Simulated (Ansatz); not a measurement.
Consider TiAl (interface cell).

Input

```
crystal:
  lattice:
    - [2.857151384, 0.0, 0.0]
    - [0.0, 2.857151384, 0.0]
    - [14.2892172001, 14.2892172001, 20.6634286555]
  atoms:
    - { symbol: Al, position: [0.3789839969, 0.3789839969, 0.0241973396] }
    - { symbol: Al, position: [0.3900040435, 0.3900040435, 0.1219696479] }
    - { symbol: Al, position: [0.4010240902, 0.4010240902, 0.2197419563] }
    - { symbol: Al, position: [0.4120441368, 0.4120441368, 0.3175142647] }
    - { symbol: Al, position: [0.4230641835, 0.4230641835, 0.4152865731] }
    - { symbol: Ti, position: [0.4230641835, 0.4230641835, 0.5152865731] }
    - { symbol: Ti, position: [0.4120441368, 0.4120441368, 0.6175142647] }
    - { symbol: Ti, position: [0.4010240902, 0.4010240902, 0.7197419563] }
    - { symbol: Ti, position: [0.3900040435, 0.3900040435, 0.8219696479] }
    - { symbol: Ti, position: [0.3789839969, 0.3789839969, 0.9241973396] }
basis:
  ecutwfc: 420
kpoints:
  mp_grid: { grid: [12, 12, 2] }
hamiltonian:
  xc: pbe
scf:
  occupations: { method: gaussian, width: 0.1 }
output:
  forces: true
  stress: true
  eigenvalues: true
  populations: true
  write_density: true
  write_potential: true
  elf: true
  volumetric_format: npy
relax:
  adjacent_minimum: "off"
  f_tol: 0.02
  max_steps: 70
  cell: { fix: [a, b, gamma], stress_tol: 0.15 }
```

Command:

```sh
ansatz run input.yaml --threads 1 --pin off --max-ram 2560MiB --backend cpu --events-out ev --progress --plain --runs-dir out
```

The fields are those of the run's last geometry, not of the input's.

Computed without spin polarisation.

Computed with Ansatz 0.2.0, DFT PBE, scalar-relativistic, plane waves, PAW.

### Predict the valence pseudo-density and electron localisation function between the atoms.

Al–Al (2.85 Å): ρ is about 0.2 e/Å³ halfway; the ELF peaks at about 0.65 between the atoms.
Ti–Ti (2.86 Å): ρ at the midpoint is about 0.21 e/Å³; the ELF is about 0.25 at the midpoint (no localised pair shows between them).
Ti–Al (2.87 Å): ρ at the midpoint is about 0.2 e/Å³; the ELF is about 0.40 at the midpoint.
Ti–Ti (2.91 Å): the density is about 0.2 e/Å³ at the midpoint; the ELF is about 0.25 at the midpoint; no shared electron pair shows on this line.

### Does the calculation give a band gap?

It is metallic or semimetallic at this level of theory: no gap opens.

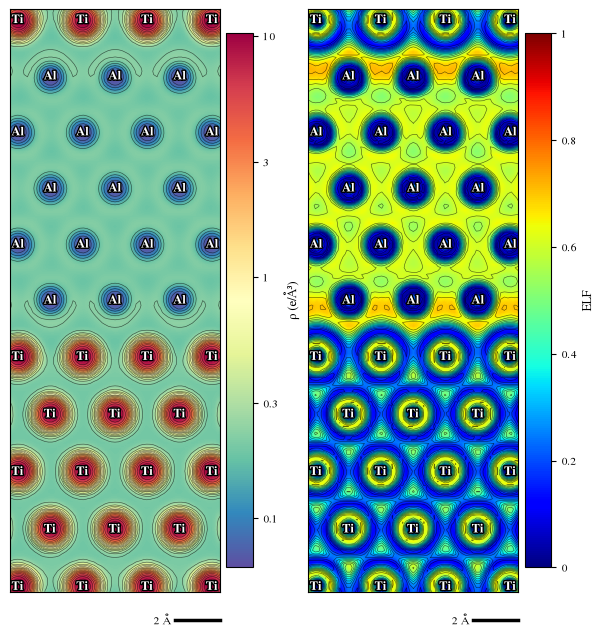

Computed valence pseudo-density and electron localisation function on the (010) plane of the calculation cell, in this order. 

In a PAW calculation such maps are meaningful between the atoms, not at the nuclei.
